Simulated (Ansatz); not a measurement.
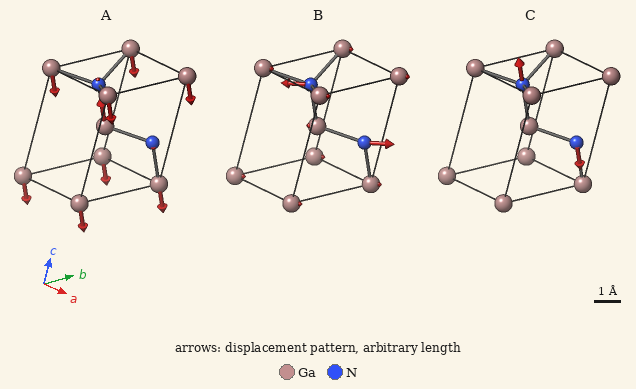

Three modes of solid GaN at the zone centre of a doubled cell, in no order (one member of each degenerate set). Displacements are drawn as red arrows; their common scale and sign are arbitrary. A ball-and-stick model of the cell of the calculation, seen from a free direction.

Computed with Ansatz, DFT r2SCAN, scalar-relativistic, plane waves, PAW. Settings: plane-wave cutoff 500 eV; k-point mesh 12 × 12 × 10; occupations gaussian; smearing width 0.05 eV; no spin polarisation.

Frequencies are those without the non-analytic (LO–TO) term.

Question: Order them from the lowest to the highest frequency (imaginary ones first).

Answer: A (341 cm⁻¹), B (570 cm⁻¹), C (697 cm⁻¹). A, non-degenerate: All motion is along [1 1 −3] of the drawn cell; atoms of one kind move against one another, with no net shift of any sublattice; it stretches the shortest Ga–N bonds (1.95 Å). B, doubly degenerate: All motion is along [1 1 0] of the drawn cell; atoms of one kind move against one another, with no net shift of any sublattice; it stretches the shortest Ga–N bonds (1.95 Å); the kinetic energy is shared as N 89 %, Ga 11 %. C, non-degenerate: The Ga atoms hardly move; all motion is along [1 1 −3] of the drawn cell; atoms of one kind move against one another, with no net shift of their sublattice; it stretches the shortest Ga–N bonds (1.95 Å).
